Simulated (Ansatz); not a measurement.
Co

```
Co
1.0
     2.44562    0.00000    0.00000
    -1.22281    2.11797    0.00000
     0.00000    0.00000    7.93127
Co
4
Direct
  0.00000 0.00000 0.00000
  0.33333 0.66667 0.25000
  0.00000 0.00000 0.50000
  0.66667 0.33333 0.75000
```

Space group P6₃/mmc; a structure from a database of computed crystals, not necessarily the ambient phase; computed pressure about 3 GPa in this cell; spin-polarised.

These are results of DFT PBEsol, scalar-relativistic, plane waves, PAW (Ansatz), not measurements.

**Predict the valence pseudo-density, electron localisation function and spin density between the atoms.**

Co–Co (2.45 Å): ρ at the midpoint is about 0.36 e/Å³; the ELF is about 0.25 at the midpoint; no localised pair shows between them.
The spin density sits on Co: +1.6 μB (×4) in one cell of 4 atoms: parallel main moments (a ferromagnetic arrangement) in this solution. The cell of the calculation (4 atoms) carries 6.4 μB of net spin moment.

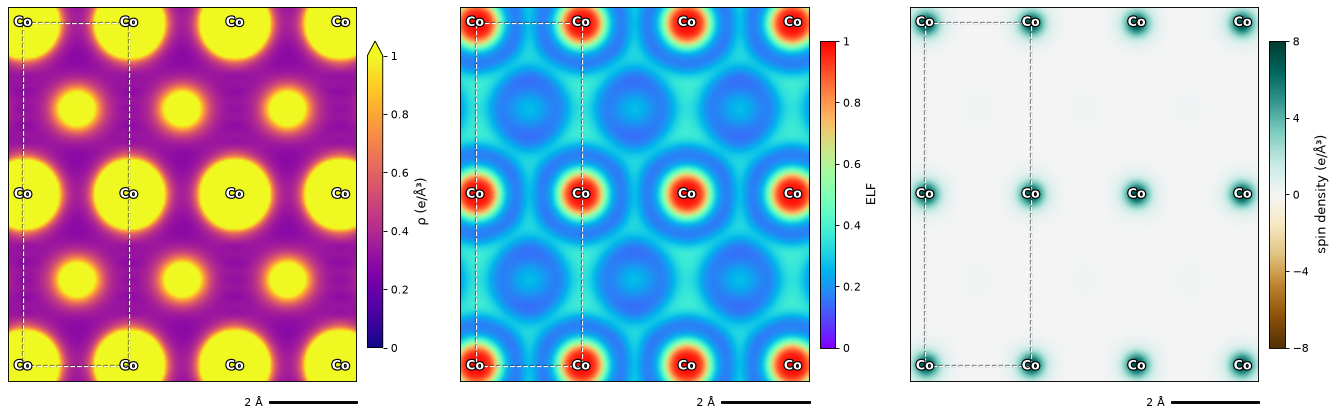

Computed valence pseudo-density, electron localisation function and spin density on the (100) plane of the conventional cell, in this order. Atoms just off the plane (Co, 0.7 Å away) can leave unmarked features too.
